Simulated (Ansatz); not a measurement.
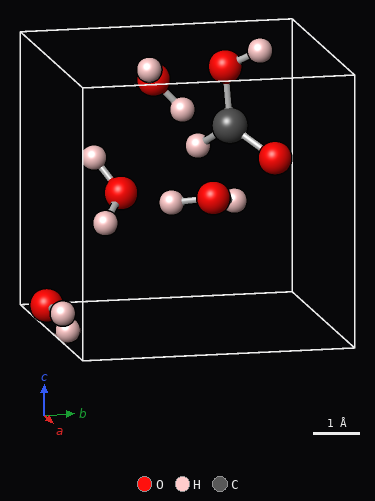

Starting frame of a dynamics run of a periodic cell with 4 H2O + 1 HCOOH at 0.824 g/cm³. It starts from the last geometry of an earlier run, with fresh velocities. The picture is a ball-and-stick view of the simulation cell, seen slightly off an axis.

Theory: Ansatz, DFT LDA, scalar-relativistic, plane waves, PAW.

Input file:
```yaml
crystal:
  lattice:
    - [6.196286, 0.0, 0.0]
    - [0.0, 6.196286, 0.0]
    - [0.0, 0.0, 6.196286]
  atoms:
    - { symbol: O, position: [0.43941537, -0.00882551, 1.08499758] }
    - { symbol: H, position: [0.60584515, 0.01225099, 1.08814224] }
    - { symbol: H, position: [0.38987515, 0.08012783, 0.97908696] }
    - { symbol: O, position: [0.81663317, 0.51765614, 0.53152131] }
    - { symbol: H, position: [0.70348925, 0.62094247, 0.49319293] }
    - { symbol: H, position: [0.72754903, 0.38447288, 0.50246026] }
    - { symbol: O, position: [0.73746641, 0.31553259, 0.95915016] }
    - { symbol: H, position: [0.76191912, 0.41629091, 0.84889662] }
    - { symbol: H, position: [0.87280743, 0.26879921, 1.02425335] }
    - { symbol: O, position: [0.28957199, 0.29912382, 0.45138053] }
    - { symbol: H, position: [0.39623096, 0.21702727, 0.36675358] }
    - { symbol: H, position: [0.22170643, 0.21516785, 0.57115748] }
    - { symbol: O, position: [0.21658472, 0.69895969, 0.88066971] }
    - { symbol: C, position: [0.23145201, 0.71322288, 0.6668749] }
    - { symbol: O, position: [0.35525414, 0.85036691, 0.56623859] }
    - { symbol: H, position: [0.29705266, 0.80872296, 0.95043108] }
    - { symbol: H, position: [0.10933884, 0.62316659, 0.5727021] }
basis:
  ecutwfc: 420.0
kpoints:
  mp_grid: { grid: [1, 1, 1] }
hamiltonian:
  xc: lda
scf:
  occupations: { method: fermi_dirac, width: 0.02 }
  lower_state_search: "off"
md:
  timestep: 0.5
  n_steps: 400
  ensemble: npt_langevin
  temperature: 700.0
  initial_velocities: maxwell_boltzmann
  seed: 428396
  friction: 0.05
  pressure: 0.0
  fix_cell: [angles]
```

Run as
```bash
ansatz run input.yaml --threads 1 --pin off --max-ram 3072MiB --backend cpu --events-out ev --progress --plain --runs-dir out
```

Predict how the run goes.

Over the second half the temperature averages 708 K (spread ±174 K). The potential energy in the second half lies on average 51.9 meV per atom below the first frame. The mean pressure there is −0.1 GPa. The volume ends −1.7 % from the start. Root-mean-square distances from the starting positions over the second half, with the common drift of all atoms taken out: H 1.14 Å, O 0.71 Å, C 0.69 Å. The heavy atoms stay within a fraction of a molecule's size of their starting places, while the hydrogen atoms travel further, as molecules turn; so short a run doesn't tell a liquid from a solid.

Along the run (each row but the first and the last is the mean over the interval that it begins):

```
time (fs)  potential energy (meV/atom)  T (K)  p (GPa)
      0.0                          0.0    659     -1.0
     20.0                        -15.2    789      0.1
     40.0                        -31.2    833     -0.6
     60.0                        -59.7    764     -0.5
     80.0                        -55.1    777     -0.1
    100.0                        -30.4    731      1.0
    120.0                        -59.1    960     -0.4
    140.0                        -59.2    656     -0.5
    160.0                        -60.8    583     -0.6
    180.0                        -50.5    613     -0.1
    200.0                        -40.4    676     -0.4
```

The paths of the atoms:

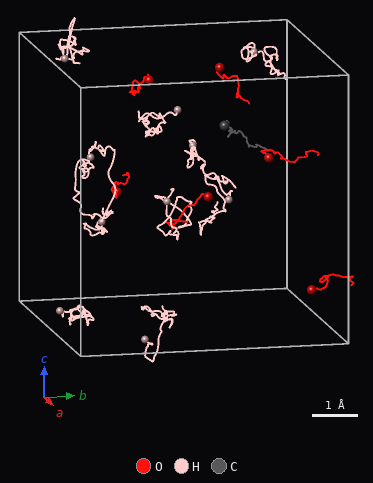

Limits of the set-up: the periodic images lie only 6.2 Å apart, so the values are limited by the cell's size.

The run took 4 min on 1 thread of Intel(R) Xeon(R) Platinum 8488C (Sapphire Rapids), on a shared host, peak memory 0.39 GiB.
